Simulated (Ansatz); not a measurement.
Geometry relaxation of AlGa₃N₄ (part 2 of 2)

AlGa₃N₄ (Pm, 8 atoms in the cell); DFT PBEsol, scalar-relativistic, plane waves, PAW, no spin polarisation (Ansatz 0.2.0); cutoff 420 eV, 6×8×6 k-mesh, Gaussian smearing of 0.02 eV. The structure derives from a Materials Project entry.

Geometry of the input (Å; fractional positions):
```
5.1456  0.0000  0.0000
0.0000  3.1671  0.0000
-0.0037  0.0000  5.4837
Al 0.0005  0.5000  0.6673
Ga 0.4991  0.5000  0.3351
Ga 0.4991  0.0000  0.8313
Ga 0.9999  0.0000  0.1662
N  0.1192  0.5000  0.3413
N  0.1168  0.0000  0.8253
N  0.6202  0.0000  0.1662
N  0.6326  0.5000  0.6673
```

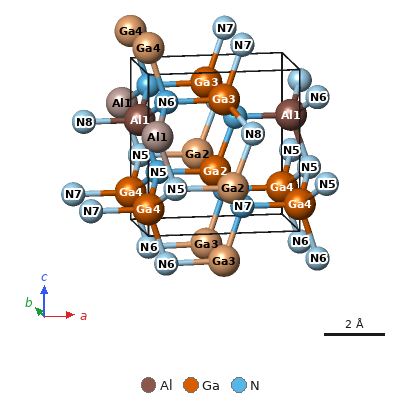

Fig. 1: The geometry at step 2 of the log (ball-and-stick view of the cell of the calculation, seen slightly off an axis; neighbours outside the cell are drawn fainter; atoms are numbered from 1 in the order of the input).

The program's output, continued:
```
SCF iter   1: F=—  HF=-13274.469240 eV  |F-HF|=—  |Δ(HF+E_count)|=         —  Δρ=4.33e-4  dr2=2.33e-4  ethr=3.56e-7  ⟨swp⟩=2.0  Hψ=14289  notcnv=0
preconditioner: auto → Resta (q_TF=auto, 2.568 Å⁻¹)  ε∞=4.7  [insulator: Δε(μ)=2.360 eV  Ē_g=16.136 eV  σ=0.020 eV  W_gap=1.00  n_scr=22 (ndim 8)  ℏωp=31.0 eV  f_vac=0.000  D(μ)=0.00/eV (n_scr^D=0)  ε∞_Penn≈4.7]
SCF iter   2: F=—  HF=-13274.469171 eV  |F-HF|=—  |Δ(HF+E_count)|=   6.95e-5  Δρ=1.86e-4  dr2=4.56e-5  ethr=3.56e-7  ⟨swp⟩=2.0  Hψ=4866  notcnv=0
SCF iter   3: F=—  HF=-13274.469158 eV  |F-HF|=—  |Δ(HF+E_count)|=   1.28e-5  Δρ=5.77e-5  dr2=3.70e-6  ethr=7.36e-8  ⟨swp⟩=2.0  Hψ=5038  notcnv=0
SCF iter   4: F=-13274.469157 eV  HF=-13274.469157 eV  |F-HF|=1.63e-7  |Δ(HF+E_count)|=   8.41e-7  Δρ=1.58e-5  dr2=3.02e-7  ethr=6.24e-10  ⟨swp⟩=7.2  Hψ=26956  notcnv=0
SCF 3 converged in 4 iterations: F = -13274.469157 eV  dr2 = 3.02e-7
relax step   3: F+E_penalty+E_count = -13274.46915677 eV  Δ(F+E_penalty+E_count) = -6.655e-4 eV  max|allowed force component| = 4.593e-3 eV/Å  Δτ_max = 0.0036 Å  P = +0.002 GPa  Ω = 89.165 Å³  energy of the carried Pulay correction = +6.512e-4 eV  (4 SCF iters, dr2 threshold 3.87e-7 eV, accepted)
Initial wavefunctions: pseudopotential atomic-orbital guess (no wavefunctions were taken with the density)
iter 1 solved again at ethr=3.49e-8 eV; its pass at ethr=3.10e-3 eV (dr2=2.16e-5 eV) is discarded
SCF iter   1: F=—  HF=-13274.468535 eV  |F-HF|=—  |Δ(HF+E_count)|=         —  Δρ=2.14e-5  dr2=3.52e-7  ethr=3.49e-8  ⟨swp⟩=3.0  Hψ=27011  notcnv=0
preconditioner: auto → Resta (q_TF=auto, 2.568 Å⁻¹)  ε∞=4.7  [insulator: Δε(μ)=2.359 eV  Ē_g=16.134 eV  σ=0.020 eV  W_gap=1.00  n_scr=22 (ndim 8)  ℏωp=31.0 eV  f_vac=0.000  D(μ)=0.00/eV (n_scr^D=0)  ε∞_Penn≈4.7]
SCF iter   2: F=—  HF=-13274.468525 eV  |F-HF|=—  |Δ(HF+E_count)|=   9.96e-6  Δρ=1.12e-5  dr2=9.40e-8  ethr=5.68e-10  ⟨swp⟩=2.0  Hψ=6952  notcnv=0
SCF iter   3: F=—  HF=-13274.468525 eV  |F-HF|=—  |Δ(HF+E_count)|=   9.56e-9  Δρ=5.11e-6  dr2=2.79e-8  ethr=1.52e-10  ⟨swp⟩=2.0  Hψ=5127  notcnv=0
SCF iter   4: F=—  HF=-13274.468525 eV  |F-HF|=—  |Δ(HF+E_count)|=   1.52e-9  Δρ=1.23e-6  dr2=1.39e-9  ethr=4.50e-11  ⟨swp⟩=2.1  Hψ=5262  notcnv=0
SCF iter   5: F=—  HF=-13274.468525 eV  |F-HF|=—  |Δ(HF+E_count)|=  3.27e-10  Δρ=4.89e-7  dr2=1.80e-10  ethr=2.24e-12  ⟨swp⟩=2.0  Hψ=6297  notcnv=0
SCF iter   6: F=-13274.468525 eV  HF=-13274.468525 eV  |F-HF|=8.19e-11  |Δ(HF+E_count)|=  4.91e-11  Δρ=2.51e-7  dr2=4.77e-11  ethr=1.00e-12  ⟨swp⟩=5.9  Hψ=17229  notcnv=0
SCF 4 converged in 6 iterations: F = -13274.468525 eV  dr2 = 4.77e-11
relax step   4: F+E_penalty+E_count = -13274.46852505 eV  Δ(F+E_penalty+E_count) = +6.317e-4 eV  max|allowed force component| = 4.495e-3 eV/Å  Δτ_max = 0.0000 Å  P = -0.008 GPa  Ω = 89.165 Å³  stress off target by 2.38e-2 GPa  SCF on the basis re-selected at this cell (its energy is not comparable with the rows above)  (6 SCF iters)
basis re-selected at this cell: Δ(F+E_penalty+E_count) = +6.317e-4 eV, ΔP = -0.010 GPa vs the last step (what re-selecting the basis moved, of the pressure what is left beyond the Pulay correction that the steps carried, after the strain that the cell walked since its last selection, with what the two solves' SCF thresholds leave and, on support functions, any second-order correction that the steps lacked; it is no measure of the basis error at this ecutwfc). This SCF's stress stands 2.38e-2 GPa from its target on what of the cell is left free (relax.cell.stress_tol is 5.00e-2 GPa) and its largest allowed force component is 4.49e-3 eV/Å (relax.f_tol is 5.00e-3 eV/Å): within both
SCF converged after 6 iterations
Free energy (F): -13274.468525 eV
Harris-Foulkes:  -13274.468525 eV  (|F-HF|=8.19e-11)
Internal energy: -13274.468525 eV  (E = F + TS)
E sigma→0 (E₀):  -13274.468525 eV
Fermi energy:    10.198686 eV
--- Per-component energies (eV) ---
  E_band       = -18.387326
  E_kinetic    = 898.914626
  E_local      = -6609.796933  (includes V_loc(G=0)·N_el)
  E_nonlocal   = 1482.335017
  E_hartree    = 3027.138567
  E_xc         = -483.762563
  E_vxc        = -509.075080  (∫ρ·V_xc dr)
  E_paw        = -6805.903737  (= ΣΔE_a)
  E_vpaw       = -1335.042013  (= ΣTr[D̂ρ^β])
  E_aug_tail   = 0.000144  (compensation charges beyond the density's cutoff)
  E_ewald      = -4786.114115
  E_core_change = 2.720468  (= ΣΔE_core)
  E_smearing   = -0.000000  (= −TS)
  E_closure    = -0.000000  (closes the sum)
  Σ components = -13274.468525   (vs F -13274.468525, Δ=0.00e0)
--- Forces (eV/Å), atoms counted from 1 ---
  atom   1  Al     0.00304077     0.00000000     0.00073398
  atom   2  Ga     0.00198770     0.00000000     0.00243730
  atom   3  Ga     0.00313278     0.00000000    -0.00068728
  atom   4  Ga    -0.00449618     0.00000000    -0.00048458
  atom   5  N     -0.00084910     0.00000000     0.00061113
  atom   6  N     -0.00222005     0.00000000    -0.00009407
  atom   7  N      0.00221388     0.00000000    -0.00106622
  atom   8  N     -0.00282088     0.00000000    -0.00145071
  max |Σ_I F_I| component: 1.11e-5 eV/Å
--- Stress (GPa, compression-positive) ---
        0.005601       0.000000      -0.003227
        0.000000      -0.006239       0.000000
       -0.003202       0.000000      -0.023427
  P = ⅓ Tr σ = -0.0080 GPa (-0.080 kbar)
--- Band table (eV; the first three rows and the last of 100) ---
  k-point 0: bands = ["-6.7967", "-5.8738", "-5.6695", "-5.4089", "-4.2899", "-4.2888", "-4.2755", "-4.2289", "-4.1867", "-4.1370", "-4.1311", "-4.0907", "-4.0360", "-3.9873", "-3.9822", "-3.9310", "-3.0829", "-2.9502", "-2.3991", "2.0858", "2.7460", "4.0029", "4.9597", "6.3941", "6.8395", "7.8954", "7.9832", "8.1629", "8.9344", "8.9906", "9.0193", "11.3781", "13.6345", "14.1884", "14.7312", "15.4130", "18.0320", "18.5738", "19.0545"]
  k-point 1: bands = ["-6.7238", "-5.8964", "-5.6758", "-5.4192", "-4.2887", "-4.2816", "-4.2603", "-4.2244", "-4.1829", "-4.1382", "-4.1354", "-4.0911", "-4.0395", "-3.9979", "-3.9876", "-3.9352", "-3.3560", "-2.8908", "-2.3278", "2.1938", "2.9717", "4.1853", "4.7413", "6.4810", "7.1839", "7.5044", "7.8099", "8.1706", "8.4127", "8.8898", "8.9642", "11.8995", "14.0038", "14.2672", "14.8654", "15.4827", "17.8676", "18.3470", "18.7663"]
  k-point 2: bands = ["-6.5253", "-6.0072", "-5.6785", "-5.4396", "-4.2836", "-4.2672", "-4.2142", "-4.2066", "-4.1780", "-4.1448", "-4.1374", "-4.0910", "-4.0493", "-4.0204", "-4.0010", "-3.9409", "-3.7543", "-2.7798", "-2.3490", "2.4973", "3.3801", "4.1681", "5.1808", "6.4042", "6.7246", "7.3610", "7.5102", "7.8065", "8.2867", "8.7036", "8.8133", "12.8184", "14.1615", "14.7778", "15.1969", "15.8756", "17.2529", "17.8720", "18.1856"]
  k-point 99: bands = ["-5.8252", "-5.6558", "-5.5706", "-5.1928", "-4.2717", "-4.2428", "-4.1659", "-4.1620", "-4.1250", "-4.1155", "-4.0764", "-4.0367", "-4.0231", "-3.9524", "-3.9415", "-3.1935", "-2.7458", "-2.6557", "-2.5487", "2.3054", "2.4302", "2.4734", "3.1997", "6.9469", "7.0573", "7.1619", "7.1776", "7.2517", "7.2821", "7.3589", "7.3771", "13.3352", "13.4160", "13.4859", "13.8866", "16.2126", "16.8531", "17.0397", "17.9789"]
--- Relaxed structure (3 steps of the walk, 3 accepted, 1 SCFs on fresh bases) ---
  F+E_penalty+E_count = -13274.46852505 eV   max|allowed force component| = 4.495e-3 eV/Å   (the final SCF, on the basis selected at the relaxed cell)
  cell:  # Å, volume = 89.1650 Å³
    - [5.142351202518158, 0.0, 0.00012150394683436581]
    - [0.0, 3.164984801053786, 0.0]
    - [-0.0035856884244993247, 0.0, 5.478494138048169]
  atoms:
    - { symbol: Al, position: [0.0006034235050635777, 0.5, 0.6673576246430951] }
    - { symbol: Ga, position: [0.49911670259230306, 0.5, 0.33491957960767693] }
    - { symbol: Ga, position: [0.4990273840443433, 0.0, 0.831557000576258] }
    - { symbol: Ga, position: [0.9998617812502427, 0.0, 0.16618052836472133] }
    - { symbol: N, position: [0.11966875359815918, 0.5, 0.3400974150626311] }
    - { symbol: N, position: [0.1176459797440672, 0.0, 0.8263760593325762] }
    - { symbol: N, position: [0.6204436392039685, 0.0, 0.16621628694167084] }
    - { symbol: N, position: [0.6312323460618522, 0.5, 0.6672965054713702] }
```

Trajectory as extended XYZ (Å, eV, eV/Å), 4 frames, from step=1 to step=4:
```
8
Lattice="5.1456 0.0000 0.0000 0.0000 3.1671 0.0000 -0.0037 0.0000 5.4837" Properties=species:S:1:pos:R:3:forces:R:3 step=1 energy=-13274.46651 pressure_GPa=-0.43
Al    0.0001    1.5835    3.6593    0.0207   0.0000   0.0219
Ga    2.5671    1.5835    1.8378   -0.0034   0.0000   0.0082
Ga    2.5653    0.0000    4.5587   -0.0073   0.0000  -0.0080
Ga    5.1445    0.0000    0.9116    0.0022   0.0000  -0.0102
N     0.6123    1.5835    1.8716    0.0526   0.0000  -0.1468
N     0.5981    0.0000    4.5255    0.0983   0.0000   0.1351
N     3.1909    0.0000    0.9111   -0.0044   0.0000  -0.0032
N     3.2526    1.5835    3.6591   -0.1586   0.0000   0.0030
8
Lattice="5.1437 0.0000 -0.0002 0.0000 3.1660 0.0000 -0.0039 0.0000 5.4796" Properties=species:S:1:pos:R:3:forces:R:3 step=2 energy=-13274.46849 pressure_GPa=-0.15
Al   -0.0001    1.5830    3.6566    0.0224   0.0000   0.0158
Ga    2.5661    1.5830    1.8356   -0.0068   0.0000   0.0064
Ga    2.5643    0.0000    4.5557   -0.0123   0.0000  -0.0053
Ga    5.1420    0.0000    0.9108    0.0053   0.0000  -0.0097
N     0.6132    1.5830    1.8667    0.0224   0.0000  -0.0709
N     0.6002    0.0000    4.5253    0.0407   0.0000   0.0639
N     3.1897    0.0000    0.9106    0.0070   0.0000   0.0000
N     3.2478    1.5830    3.6563   -0.0786   0.0000  -0.0001
8
Lattice="5.1424 0.0000 0.0001 0.0000 3.1650 0.0000 -0.0036 0.0000 5.4785" Properties=species:S:1:pos:R:3:forces:R:3 step=3 energy=-13274.46916 pressure_GPa=0.00
Al    0.0007    1.5825    3.6561    0.0030   0.0000   0.0006
Ga    2.5654    1.5825    1.8349    0.0020   0.0000   0.0027
Ga    2.5632    0.0000    4.5557    0.0033   0.0000  -0.0010
Ga    5.1410    0.0000    0.9105   -0.0046   0.0000  -0.0002
N     0.6142    1.5825    1.8632   -0.0009   0.0000   0.0006
N     0.6020    0.0000    4.5273   -0.0023   0.0000  -0.0001
N     3.1899    0.0000    0.9107    0.0024   0.0000  -0.0009
N     3.2436    1.5825    3.6559   -0.0030   0.0000  -0.0016
8
Lattice="5.1424 0.0000 0.0001 0.0000 3.1650 0.0000 -0.0036 0.0000 5.4785" Properties=species:S:1:pos:R:3:forces:R:3 step=4 energy=-13274.46853 pressure_GPa=-0.01
Al    0.0007    1.5825    3.6561    0.0030   0.0000   0.0007
Ga    2.5654    1.5825    1.8349    0.0020   0.0000   0.0024
Ga    2.5632    0.0000    4.5557    0.0031   0.0000  -0.0007
Ga    5.1410    0.0000    0.9105   -0.0045   0.0000  -0.0005
N     0.6142    1.5825    1.8632   -0.0008   0.0000   0.0006
N     0.6020    0.0000    4.5273   -0.0022   0.0000  -0.0001
N     3.1899    0.0000    0.9107    0.0022   0.0000  -0.0011
N     3.2436    1.5825    3.6559   -0.0028   0.0000  -0.0015
```

Key numbers:

| quantity | value |
| --- | --- |
| outcome | converged |
| space group (tolerance 0.01 Å) | Pm (6) |
| electrons treated | 62 |
| free energy | −13274.4685 eV |
| Fermi energy | 10.199 eV |
| gap on the k-point mesh | 2.36 eV |
| pressure | −0.01 GPa |
| final volume | 89.17 Å³ |
| largest force (length of the vector) at the end | 0.005 eV/Å |
| final cell | a = 5.142 Å, b = 3.165 Å, c = 5.478 Å, α = 90.00°, β = 90.04°, γ = 90.00° |
| hardware | 2 threads of Intel Xeon @ 2.50GHz (Skylake/Cascade Lake), 192 GiB of memory available, shared host |
| wall time | 88 s (CPU time 2.9 min) |
| peak memory | 0.62 GiB |
